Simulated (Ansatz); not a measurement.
**Ti₁₂H (cell with a defect): density, localisation and related maps**

Input

```
crystal:
  lattice:
    - [5.9, 0.0, 0.0]
    - [-4.425, 7.664325, 0.0]
    - [0.0, 0.0, 4.6846]
  atoms:
    - { symbol: Ti, position: [0.0, 0.0, 0.0] }
    - { symbol: Ti, position: [0.1666667, 0.2222222, 0.5] }
    - { symbol: Ti, position: [0.0, 0.3333333, 0.0] }
    - { symbol: Ti, position: [0.1666667, 0.5555556, 0.5] }
    - { symbol: Ti, position: [0.0, 0.6666667, 0.0] }
    - { symbol: Ti, position: [0.1666667, 0.8888889, 0.5] }
    - { symbol: Ti, position: [0.5, 0.0, 0.0] }
    - { symbol: Ti, position: [0.6666667, 0.2222222, 0.5] }
    - { symbol: Ti, position: [0.5, 0.3333333, 0.0] }
    - { symbol: Ti, position: [0.6666667, 0.5555556, 0.5] }
    - { symbol: Ti, position: [0.5, 0.6666667, 0.0] }
    - { symbol: Ti, position: [0.6666667, 0.8888889, 0.5] }
    - { symbol: H, position: [0.3366931, 0.4382128, 0.2538002] }
basis:
  ecutwfc: 420.0
kpoints:
  mp_grid: { grid: [3, 2, 4] }
hamiltonian:
  xc: pbesol
scf:
  occupations: { method: gaussian, width: 0.05 }
  lower_state_search: "off"
relax:
  f_tol: 0.03
  max_steps: 60
  adjacent_minimum: "off"
output:
  write_density: true
  write_potential: true
  elf: true
  volumetric_format: npy
```

Command:

```sh
ansatz run input.yaml --threads 4 --pin off --max-ram 10240MiB --backend cpu --events-out ev --progress --plain --runs-dir out
```

The fields are those of the relaxed geometry.

Computed without spin polarisation.

Level of theory: DFT PBEsol, scalar-relativistic, plane waves, PAW (Ansatz).

The density is the valence pseudo-density of a PAW calculation; it isn't the true density close to the nuclei.

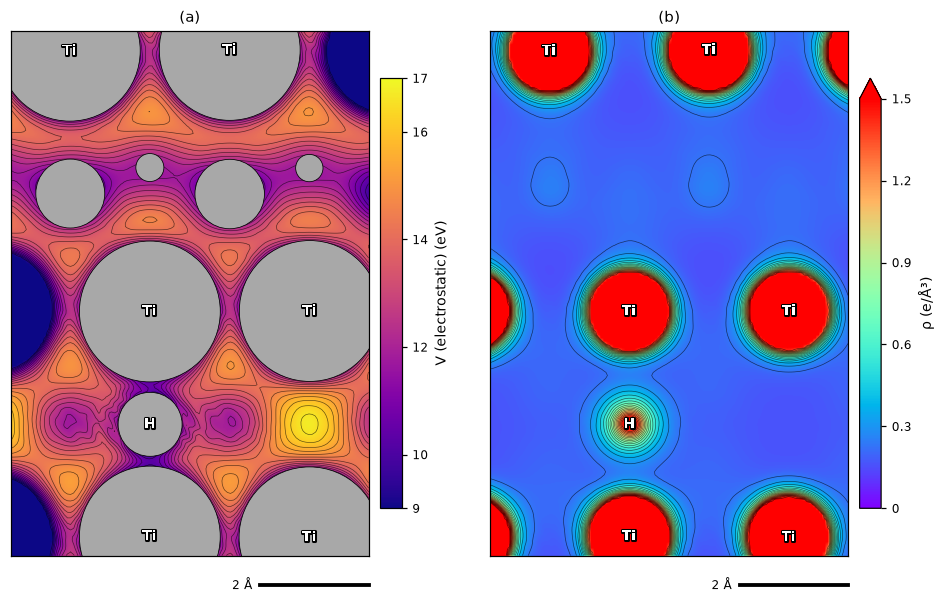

Figure 1. (a) electrostatic potential energy of an electron; (b) valence electron density on the (011) plane of the calculation cell. Grey discs cover the atomic cores in the potential map.

What does the map show?

Answer.
- The section cuts through Ti and H sites.
- Ti–H (2.07 Å): ρ at the midpoint is about 0.31 e/Å³.
- Ti–Ti (2.95 Å): the density is about 0.19 e/Å³ at the midpoint.
- Between the atoms the lowest density in this plane is 0.15 e/Å³.
- Outside the cores the potential energy rises away from the atoms and is highest about 2.0 Å from the nearest atoms; its zero is arbitrary.

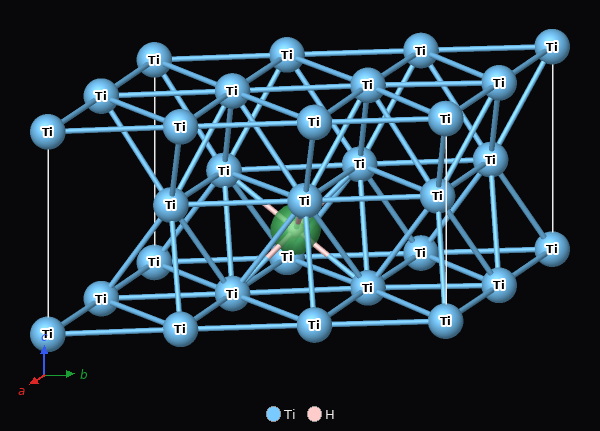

Figure 2. Isosurface of the electron localisation function at 0.85 (green), seen at an oblique angle. Only the valence region is drawn (cores and ρ < 0.01 e/Å³ removed). Sticks mark near contacts.

Identify the bonds, lone pairs and shells in this picture.

Answer. At this value the surface marks out one region around a hydrogen nucleus, counted in one cell of 13 atoms. Any copies at cell faces, edges or corners count once. Along the contacts the grid gives the following. Ti–H (2.07 Å): the ELF climbs to about 1 towards the hydrogen. Ti–Ti (2.86 Å): the ELF is about 0.20 at the midpoint: no shared electron pair shows on this line.

Metal or insulator at this level of theory?

Answer. It is gapless in this calculation (a metal or semimetal).
